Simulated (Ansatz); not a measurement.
AlN

```xyz
8
Lattice="4.0417 0.0000 0.0000 0.0000 4.0417 0.0000 0.0000 0.0000 4.0417" Properties=species:S:1:pos:R:3 pbc="T T T"
Al    2.0209    0.0000    0.0000
Al    0.0000    2.0209    0.0000
Al    0.0000    0.0000    2.0209
Al    2.0209    2.0209    2.0209
N     0.0000    0.0000    0.0000
N     2.0209    2.0209    0.0000
N     2.0209    0.0000    2.0209
N     0.0000    2.0209    2.0209
```

Space group Fm-3m; a structure from a database of computed crystals, not necessarily the ambient phase.

The calculation used Ansatz, Kohn-Sham DFT of a periodic cell, r2SCAN, Ansatz PAW.

The density is the valence pseudo-density of a PAW calculation; it isn't the true density close to the nuclei.

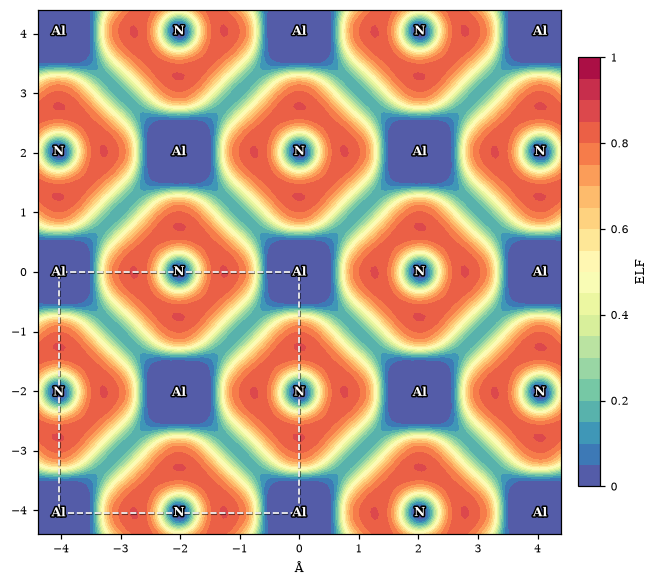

Figure 1. ELF on the (001) plane of the conventional cell.

Q: Read the bonding off the picture.

A:
- The plane passes through Al and N nuclei.
- Al–N (2.02 Å): the ELF peaks at about 0.85 in the valence shell of N, 0.8 Å from its nucleus, and is about 0.80 at the midpoint.

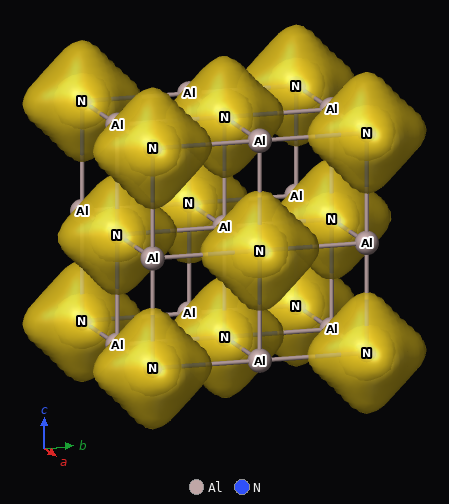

Figure 2. Isosurface of the ELF at 0.75 (yellow), seen slightly off an axis. Core shells and regions of very low density are left out. Sticks mark near contacts.

Q: Where are the electrons localised?

A: The surface consists of four regions on N in which the atom's valence shell and bonds are merged, counted in one cell of 8 atoms. Any copies at cell faces, edges or corners count once.

Q: Does the calculation make it a metal, or give it a gap?

A: It is gapped, with a Kohn–Sham gap of 5.6 eV on the k-point mesh (the band edges may lie off the mesh, which would make the gap smaller).
